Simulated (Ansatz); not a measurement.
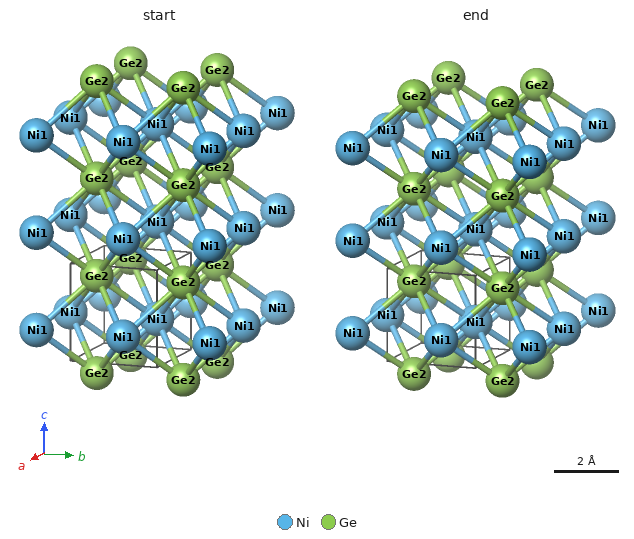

The structure of crystalline NiGe (built on the random type) (coarse preliminary run) before (left) and after (right) a relaxation, at one scale.

Style: ball-and-stick. Shown: the cell of the calculation, repeated 2 × 2 × 3 with one cell outlined, slightly off an axis.

Case: random cell with space group Pmma (No. 51).

The calculation used Ansatz, DFT PBE, scalar-relativistic, plane waves, PAW.

Input
```yaml
crystal:
  lattice:
    - [2.029652689, -2.0721567658, 0.0]
    - [2.029652689, 2.0721567658, 0.0]
    - [0.0, 0.0, 3.1258157265]
  atoms:
    - { symbol: Ni, position: [0.0, 0.0, 0.5] }
    - { symbol: Ge, position: [0.5, 0.5, 0.0] }
basis:
  ecutwfc: 420
kpoints:
  mp_grid: { grid: [6, 6, 6] }
hamiltonian:
  xc: pbe
scf:
  occupations: { method: gaussian, width: 0.1 }
  lower_state_search: "off"
output:
  forces: true
  stress: true
  eigenvalues: true
relax:
  adjacent_minimum: "off"
  f_tol: 0.04
  max_steps: 70
  cell: { stress_tol: 0.4 }
```

Command:
```bash
ansatz run input.yaml --threads 1 --pin off --max-ram 2560MiB --backend cpu --events-out ev --progress --plain --runs-dir out
```

> Summarise the run.

The energy falls by 3.8 meV per atom in 3 accepted moves (4 points after the start). All forces vanish by symmetry, so only the cell relaxes. Pressure: −0.17 GPa at the start and −0.08 GPa at the end. At 1 point the geometry stayed and the basis and grid were re-selected for the new cell (energy shift of less than 0.05 meV per atom at most each time). No atom moves by more than 0.005 Å relative to the cell. Cell: a = b 2.901 → 2.969 Å (+2.4 %), c 3.126 → 2.974 Å (−4.9 %), γ 91.2° → 90.7°. Volume −0.3 %. Near-neighbour distances that change, for instance: Ni1–Ge2 2.595 → 2.583 Å. The space group stays Cmmm (No. 65).
